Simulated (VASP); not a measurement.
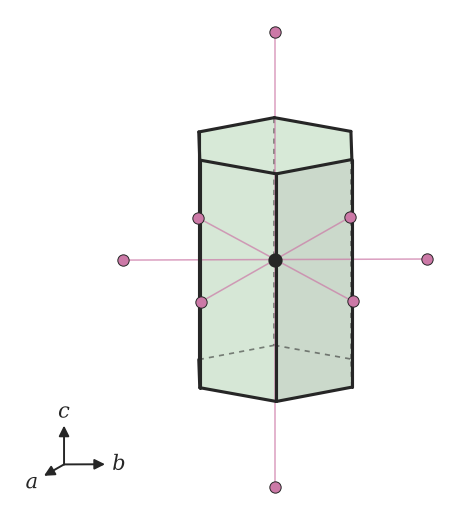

The Wigner–Seitz cell of the crystal's lattice, with lines to the lattice points that define its faces. Crystal: Os, coordinates from a relaxation with VASP Kohn-Sham DFT of a periodic cell, BEEF-vdW, VASP PAW PBE potentials, recommended in VASP. All values are computed from the atomic coordinates in the standard setting (tolerance 0.002 Å).

a = 2.756 Å, b = 2.756 Å, c = 4.352 Å, α = 90.00°, β = 90.00°, γ = 120.00°; lattice centring P.

**What is the cell's combinatorial type?**

A hexagonal prism: 8 faces (6 with 4 edges, 2 with 6 edges), 18 edges, 12 vertices. Its volume is that of the primitive cell, 28.6 Å³.

**Which lattice vectors do the faces bisect?**

```tsv
example	length (Å)	faces	edges of each	area (Å²)
a + b	2.76	6	4	6.9
c	4.35	2	6	6.6
```
